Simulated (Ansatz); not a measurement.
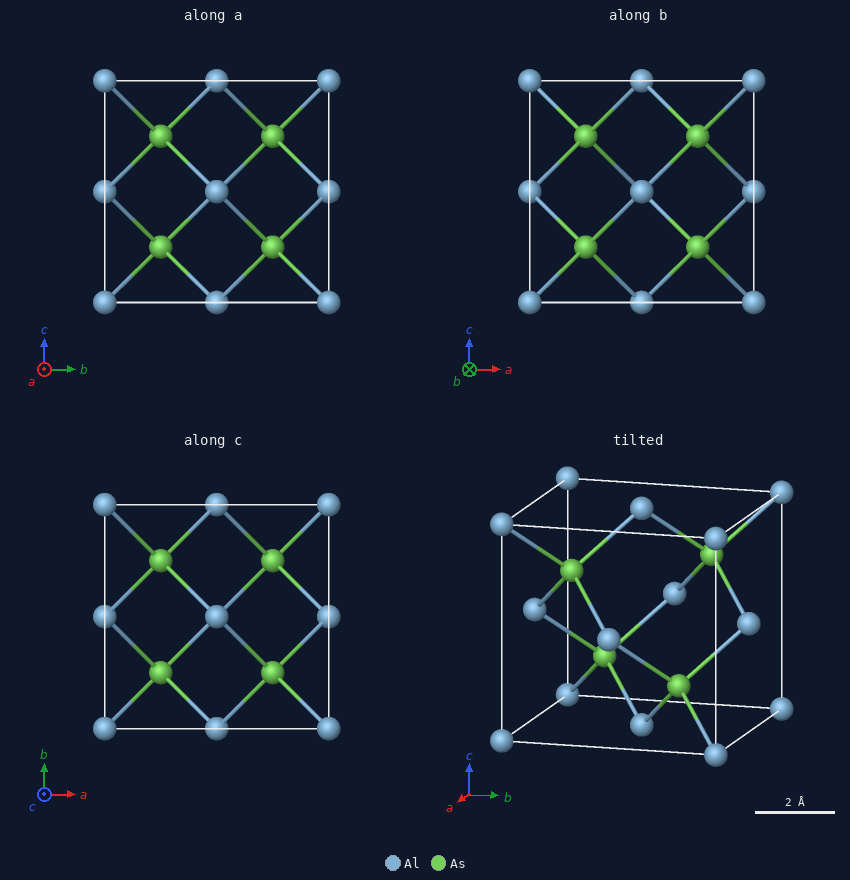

The crystal in a ball-and-stick representation, seen along the a axis, along the b axis, along the c axis and slightly off an axis. The outline marks the drawn cell (a repeat of the simulation cell).

Lattice parameters: a = 5.678 Å, b = 5.678 Å, c = 5.621 Å, α = 90.00°, β = 90.00°, γ = 90.00°. Put a along x and b in the xy plane.

Reconstruct the structure as a POSCAR file.

Answer.
```
Al As
1.0
     5.678    0.000    0.000
     0.000    5.678    0.000
     0.000    0.000    5.621
Al As
4 4
Direct
  0.0000 0.0000 0.0000
  0.5000 0.5000 0.0000
  0.5000 0.0000 0.5000
  0.0000 0.5000 0.5000
  0.2500 0.2500 0.2500
  0.7500 0.7500 0.2500
  0.7500 0.2500 0.7500
  0.2500 0.7500 0.7500
```

The structure comes from a structure type filled with these elements by a generator (whether the compound takes this form wasn't checked). The cell was then strained or its atoms displaced on purpose. It went into a calculation with Ansatz.
